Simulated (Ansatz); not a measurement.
Consider this structure, B.

```yaml
crystal:
  lattice:
    - [2.85528, 0.00000, 0.00000]
    - [0.00000, 2.85528, 0.00000]
    - [0.00000, 0.00000, 2.85528]
  atoms:
    - { symbol: B, position: [0.00000, 0.00000, 0.00000] }
    - { symbol: B, position: [0.00000, 0.50000, 0.50000] }
    - { symbol: B, position: [0.50000, 0.00000, 0.50000] }
    - { symbol: B, position: [0.50000, 0.50000, 0.00000] }
```

It is based on coordinates from a relaxation with Ansatz, DFT r2SCAN, scalar-relativistic, plane waves, PAW; the starting structure was generated, so it need not be a known form of this composition.

**Where will the first 5 clear peaks of its X-ray PDF lie (peak width σ = 0.07 Å), and from which pairs do they come?**

1. 2.02 Å: B–B at 2.02 Å
2. 2.86 Å: B–B at 2.86 Å
3. 3.50 Å: B–B at 3.50 Å
4. 4.04 Å: B–B at 4.04 Å
5. 4.51 Å: B–B at 4.51 Å

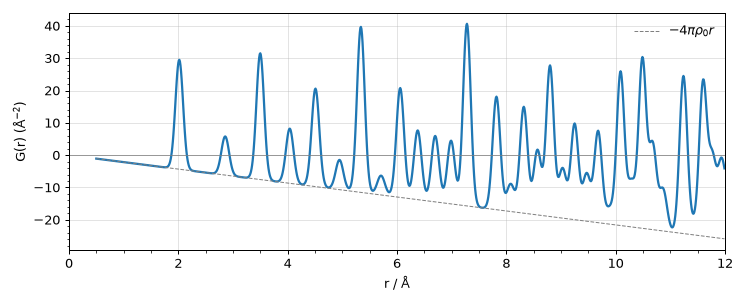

Simulated X-ray pair distribution function, G(r) = R(r)/r − 4πρ₀r, summed over the atomic distances of the structure with each pair weighted by the product of the atomic numbers (X-ray weights at Q = 0); every distance is a Gaussian of σ = 0.07 Å. No termination ripples are included.
